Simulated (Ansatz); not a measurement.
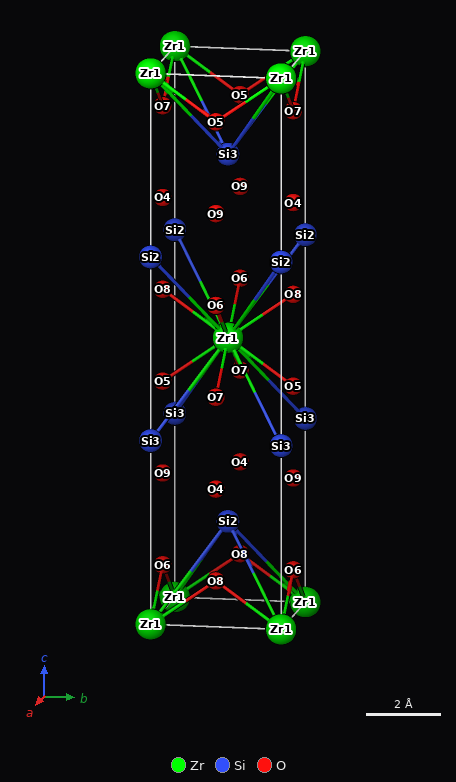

**Figure 1.** The structure as given in the input (ball-and-stick view of the cell 2 times as large as that of the calculation, set on its symmetry axes, seen slightly off an axis; atoms are numbered from 1 in the order of the input). An atom can appear more than once, as a periodic image.

**Single-point calculation of ZrSi$_{2}$O$_{6}$**

- system: ZrSi$_{2}$O$_{6}$ (9 atoms in the cell)
- method: DFT PBE, scalar-relativistic, plane waves, PAW, no spin polarisation (Ansatz 0.2.0)

The structure was made by a generator, so it may or may not be a known phase. Figures and captions count atoms from 1; the log counts them from 0 in places.

### Log
```
basis.fft_grid_basis auto: the FFT boxes are laid along the combinations [[1, 0, 1], [0, 1, 1], [0, 0, 1]] of the cell's own vectors, 3.633, 3.633 and 8.123 Å long. The dense box has 25×25×60 points. Along the cell's own vectors, as sized, it would have 60×60×60, 5.76 times as many. Of the 16 symmetry operations that the crystal satisfies within crystal.symmetry.tolerance (time reversal apart; of a slab, those that keep its plane) the dense box along the cell's own vectors carries 16, and the one as laid loses 12 of those. basis.fft_grid_basis: typed keeps the cell's own vectors: state it where this run's energies or levels are differenced outside the engine with another run's, or held beside a run that keeps those vectors.
Engine: ansatz 0.2.0, x86_64-unknown-linux-gnu
Pseudopotentials: kind: paw
Pseudopotential: Zr, paw, valence charge 12, recommended cutoff 420 eV (normal), Zr.paw.azcp
Pseudopotential: Si, paw, valence charge 4, recommended cutoff 420 eV (normal), Si.paw.azcp
Pseudopotential: O, paw, valence charge 6, recommended cutoff 420 eV (normal), O.paw.azcp
Functional definition: PBE
  parameter kappa = 0.804
  parameter beta = 0.06672455060314922
  exchange = pbe_x(kappa = kappa, mu = beta*pi^2/3)
  correlation = pbe_c(beta = beta)
Crystal: 9 atoms, lattice volume = 101.684 Å³
Basis set: ecut = 420 eV, 1933 PW (Γ), FFT grids on a1+a3, a2+a3, a3, exchange–correlation on 50×50×120 points (8 copies of the dense FFT grid, shifted against one another)
Bands: 37, of which v1, the nominal top of the filled ones, is band 28 counted from 1 (27 counted from 0)
Symmetry: 16 space group operations
Space group: I4/mmm (ITA 139), of the structure as read, at distance tolerance 4.7e-5 Å
k-points: 30 of 216
Non-local potential: Zr, projectors of the file, l = 0: 3, l = 1: 2, l = 2: 2, l = 3: 2
Non-local potential: Si, projectors of the file, l = 0: 2, l = 1: 2, l = 2: 2
Non-local potential: O, projectors of the file, l = 0: 2, l = 1: 2, l = 2: 1
PAW form: soft (Blöchl's): semilocal exchange-correlation on the pseudo side does not see the compensation charge
PAW one-centre angular grid: Zr, 590 points (default); XC on 64 Gauss nodes
PAW one-centre angular grid: Si, 110 points (default); XC on 64 Gauss nodes
PAW one-centre angular grid: O, 110 points (default); XC on 64 Gauss nodes
Initial density: superposition of atomic densities (neutral atoms: chi_scale 0, normalization atom), corrected by the library's trained network
Initial wavefunctions: pseudopotential atomic-orbital guess
Functional: x = pbe(κ = 0.804, μ = 0.2195149727645171), c = pbe(β = 0.06672455060314922)
SCF iter   1: F=—  HF=-8860.528573 eV  |F-HF|=—  |Δ(HF+E_count)|=         —  Δρ=6.80e-3  dr2=8.28e-2  ethr=1.77e-3  ⟨swp⟩=5.4  Hψ=4656  notcnv=0  defer=25
preconditioner: auto → LDOS  [insulator: Δε(μ)=0.235 eV  Ē_g=13.646 eV  σ=0.100 eV  W_gap=0.56  n_scr=26 (ndim 8)  ℏωp=27.1 eV  f_vac=0.024  D(μ)=0.44/eV (n_scr^D=2)  ε∞_Penn≈4.9  β→1.0]
SCF iter   2: F=—  HF=-8860.583658 eV  |F-HF|=—  |Δ(HF+E_count)|=   5.51e-2  Δρ=1.32e-2  dr2=3.50e-1  ethr=1.48e-4  ⟨swp⟩=2.1  Hψ=2315  notcnv=0  defer=122
SCF iter   3: F=—  HF=-8860.515088 eV  |F-HF|=—  |Δ(HF+E_count)|=   6.86e-2  Δρ=2.23e-3  dr2=5.64e-3  ethr=1.48e-4  ⟨swp⟩=2.0  Hψ=1919  notcnv=0  defer=122
SCF iter   4: F=—  HF=-8860.513906 eV  |F-HF|=—  |Δ(HF+E_count)|=   1.18e-3  Δρ=1.12e-3  dr2=1.16e-3  ethr=1.01e-5  ⟨swp⟩=2.2  Hψ=1889  notcnv=0  defer=61
automatic band count: iteration 4 solves 36 bands in place of 37: the levels show a gap, and the empty bands left out lie too high to hold charge; the band table lists the bands solved (type scf.n_extra_bands for more)
SCF iter   5: F=—  HF=-8860.513666 eV  |F-HF|=—  |Δ(HF+E_count)|=   2.40e-4  Δρ=1.23e-4  dr2=1.39e-5  ethr=2.06e-6  ⟨swp⟩=2.1  Hψ=1458  notcnv=0  defer=61
SCF iter   6: F=—  HF=-8860.513588 eV  |F-HF|=—  |Δ(HF+E_count)|=   7.81e-5  Δρ=3.22e-5  dr2=1.49e-6  ethr=2.48e-8  ⟨swp⟩=2.0  Hψ=1649  notcnv=0  defer=61
SCF iter   7: F=—  HF=-8860.513588 eV  |F-HF|=—  |Δ(HF+E_count)|=   2.01e-7  Δρ=1.34e-5  dr2=1.65e-7  ethr=2.67e-9  ⟨swp⟩=2.0  Hψ=1657  notcnv=0  defer=61
SCF iter   8: F=-8860.513588 eV  HF=-8860.513588 eV  |F-HF|=2.39e-9  |Δ(HF+E_count)|=   3.41e-9  Δρ=2.59e-6  dr2=4.78e-9  ethr=1.79e-10  ⟨swp⟩=8.9  Hψ=4270  notcnv=0
SCF 1 converged in 8 iterations: F = -8860.513588 eV  dr2 = 4.78e-9
  greatest PAW one-centre occupation: 0.995 electrons in one spin orbital (limit 2), on the Zr atom at site 0 (counted from 0), in its partial waves of l = 0
```

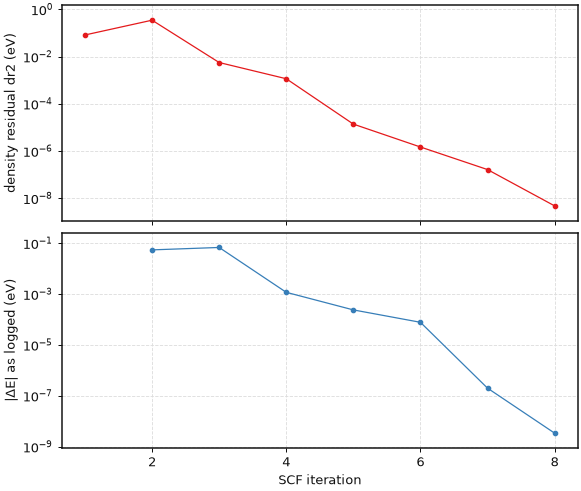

**Figure 2.** Convergence of the self-consistent field: density residual dr2 and size of the energy change against the SCF iteration. The residual comes down, with one marked jump up, by a factor of about 4, at step 2.

```
SCF converged after 8 iterations
Free energy (F): -8860.513588 eV
Harris-Foulkes:  -8860.513588 eV  (|F-HF|=2.39e-9)
Internal energy: -8860.511351 eV  (E = F + TS)
E sigma→0 (E₀):  -8860.512470 eV
Entropy (-TS):   -0.002237 eV (-0.249 meV/atom)
Fermi energy:    8.032307 eV
--- Per-component energies (eV) ---
  E_band       = -127.011236
  E_kinetic    = 1445.158576
  E_local      = -2936.517079  (includes V_loc(G=0)·N_el)
  E_nonlocal   = 402.356954
  E_hartree    = 1047.819526
  E_xc         = -708.856516
  E_vxc        = -842.166122  (∫ρ·V_xc dr)
  E_paw        = -4920.545098  (= ΣΔE_a)
  E_vpaw       = -291.498860  (= ΣTr[D̂ρ^β])
  E_aug_tail   = 0.014408  (compensation charges beyond the density's cutoff)
  E_ewald      = -3189.942122
  E_smearing   = -0.002237  (= −TS)
  E_closure    = -0.000000  (closes the sum)
  Σ components = -8860.513588   (vs F -8860.513588, Δ=0.00e0)
--- Forces (eV/Å), atoms counted from 1 ---
  atom   1  Zr    -0.00000000     0.00000000     0.00000000
  atom   2  Si    -0.00000000    -0.00000000     0.08184129
  atom   3  Si     0.00000000     0.00000000    -0.08184129
  atom   4  O      0.00000000     0.00000000     0.00000000
  atom   5  O      0.00000000    -0.00000000    -1.41402217
  atom   6  O      0.00000000     0.00000000     1.41402217
  atom   7  O     -0.00000000     0.00000000    -1.41402217
  atom   8  O     -0.00000000    -0.00000000     1.41402217
  atom   9  O      0.00000000     0.00000000     0.00000000
  max |Σ_I F_I| component: 6.66e-16 eV/Å
--- Stress (GPa, compression-positive) ---
      -27.163885       0.000000      -0.000000
        0.000000     -27.163885      -0.000000
        0.000000       0.000000     -28.842324
  P = ⅓ Tr σ = -27.7234 GPa (-277.234 kbar)
--- Band table (eV; the first three rows and the last of 30) ---
  k-point 0: bands = ["-40.3680", "-18.5116", "-18.3113", "-18.3113", "-10.8324", "-9.8041", "-9.3706", "-8.5379", "-8.3280", "-7.6819", "0.9248", "2.1259", "2.7537", "2.7537", "3.8224", "3.9411", "3.9411", "3.9878", "3.9878", "6.6775", "6.7889", "6.8371", "6.8371", "6.8968", "6.8968", "6.9486", "7.0715", "7.4753", "7.4753", "9.2736", "11.4881", "11.6852", "12.7495", "12.7883", "13.8681", "13.8681"]
  k-point 1: bands = ["-40.3612", "-18.4628", "-18.4042", "-18.3984", "-10.4945", "-9.4952", "-9.2900", "-8.6322", "-8.5621", "-7.9508", "0.8436", "1.9794", "2.5831", "3.3854", "3.3912", "3.7364", "3.7930", "4.7490", "4.9306", "5.0463", "5.5083", "5.9683", "6.3338", "6.4658", "7.1129", "7.1667", "7.2352", "7.5271", "8.6322", "10.1199", "11.6246", "12.1202", "13.4995", "13.8190", "13.9104", "14.0944"]
  k-point 2: bands = ["-40.3476", "-18.5726", "-18.5672", "-18.3656", "-9.7376", "-9.1631", "-9.0942", "-8.8058", "-8.6167", "-8.4236", "0.2299", "0.4716", "2.7683", "2.8937", "3.0985", "3.2886", "3.9683", "4.1587", "4.7264", "5.6260", "5.9962", "6.0784", "6.6866", "6.8514", "7.1507", "7.2174", "7.6456", "7.6621", "8.9749", "10.4222", "11.8623", "12.5153", "13.5642", "13.8194", "14.4118", "14.4967"]
  k-point 29: bands = ["-40.3680", "-18.5118", "-18.3113", "-18.3113", "-10.6064", "-10.3094", "-9.0659", "-8.6643", "-7.9778", "-7.9125", "0.3107", "3.0974", "3.0974", "3.1101", "3.1101", "3.6623", "4.3055", "4.5690", "4.5690", "4.7793", "5.2743", "6.5030", "6.5030", "7.2686", "7.2686", "7.3476", "7.3476", "7.9744", "8.6832", "8.7186", "11.6744", "11.6857", "12.5877", "12.6397", "13.5937", "13.5937"]
```

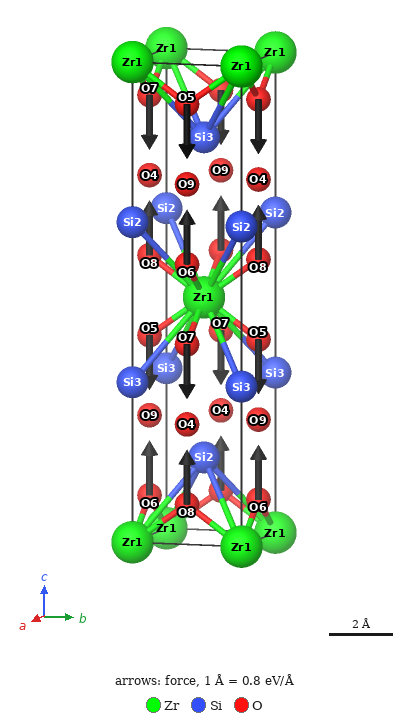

**Figure 3.** Forces on the atoms as black arrows (ball-and-stick view of the cell 2 times as large as that of the calculation, set on its symmetry axes, seen slightly off an axis; atoms are numbered from 1 in the order of the input); the smallest are left out. The largest act on O5, O6, O7, O8 (1.41 eV/Å). The geometry is not a stationary point of this energy.

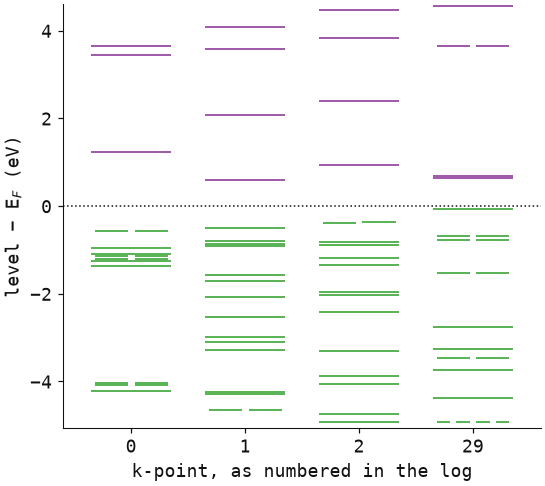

**Figure 4.** Kohn–Sham levels near the Fermi level (dotted) at the few k-points that the log prints; levels within 0.02 eV of each other stand side by side. The system is metallic on the full mesh.

The run was set up as follows.

### The input
```yaml
crystal:
  lattice:
    - [-1.81628844, 1.81628844, 7.70585923]
    - [1.81628844, -1.81628844, 7.70585923]
    - [1.81628844, 1.81628844, -7.70585923]
  atoms:
    - { symbol: Zr, position: [0.0, 0.0, 0.0] }
    - { symbol: Si, position: [0.66666667, 0.66666667, 0.0] }
    - { symbol: Si, position: [0.33333333, 0.33333333, 0.0] }
    - { symbol: O, position: [0.75, 0.25, 0.5] }
    - { symbol: O, position: [0.41666667, 0.91666667, 0.5] }
    - { symbol: O, position: [0.08333333, 0.58333333, 0.5] }
    - { symbol: O, position: [0.91666667, 0.41666667, 0.5] }
    - { symbol: O, position: [0.58333333, 0.08333333, 0.5] }
    - { symbol: O, position: [0.25, 0.75, 0.5] }
basis:
  ecutwfc: 420
kpoints:
  mp_grid: { grid: [6, 6, 6] }
hamiltonian:
  xc: pbe
scf:
  occupations: { method: gaussian, width: 0.1 }
  lower_state_search: "off"
output:
  forces: true
  stress: true
  eigenvalues: true
```

Command:
```bash
ansatz run input.yaml --threads 1 --pin off --max-ram 2560MiB --backend cpu --events-out ev --progress --plain --runs-dir out
```

### Results in brief

| quantity | value |
| --- | --- |
| outcome | converged |
| space group (tolerance 0.01 Å) | I4/mmm (139) |
| electrons treated | 56 |
| free energy | −8860.5136 eV |
| Fermi energy | 8.032 eV |
| gap on the k-point mesh | none (metallic) |
| pressure | −27.72 GPa |
| largest force (length of the vector) | 1.414 eV/Å |
| hardware | 1 thread of AMD EPYC (Zen 3), 189 GiB of memory available, shared host |
| wall time | 12 s |
| peak memory | 0.42 GiB |

### Notes

The cell is under a tension of 28 GPa at this level, so it is not at its equilibrium volume.
